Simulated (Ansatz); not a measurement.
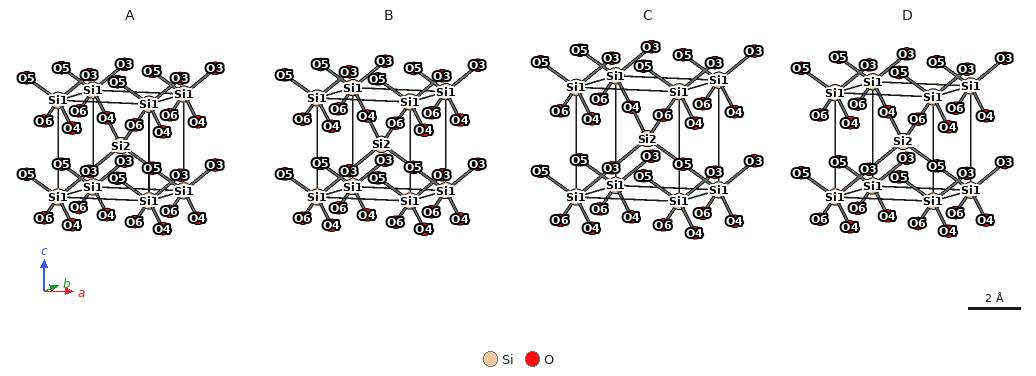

4 geometries from one relaxation of a crystal of SiO$_{2}$ (built on the cuprite type) (coarse preliminary run), in shuffled order. The picture is a ball-and-stick view of the cell of the calculation, seen slightly off an axis.

Case: anti-cuprite type (Pn-3m, No. 224).

Method: DFT PBE, scalar-relativistic, plane waves, PAW (Ansatz 0.2.0). Set-up: plane-wave cutoff 420 eV; k-point mesh 4 × 4 × 4; occupations gaussian; smearing width 0.1 eV; no spin polarisation; cell and atoms relaxed; force threshold 0.04 eV/Å; at most 70 steps.

Q: Put them in the order of the run, from the start to the converged end.

A: C, D, B, A. They are steps 0, 1, 2, 7, at +848 meV per atom, +344 meV per atom, +33.6 meV per atom relative to the last. The atoms keep their places relative to the cell (all moves are under 0.005 Å). Cell: a = b = c 4.319 → 3.808 Å (−11.8 %). Volume −31.5 %. Near-neighbour distances that change, for instance: Si1–O3 1.870 → 1.649 Å. The space group stays Pn-3m (No. 224). The energy falls by 848 meV per atom in 5 accepted moves (7 points after the start). All forces vanish by symmetry, so only the cell relaxes. The pressure goes from −44.74 to −0.01 GPa. The SCF was repeated twice at an unchanged geometry on a basis and grid sized afresh for the cell, which shifted the energy by 3.5 meV per atom at most.
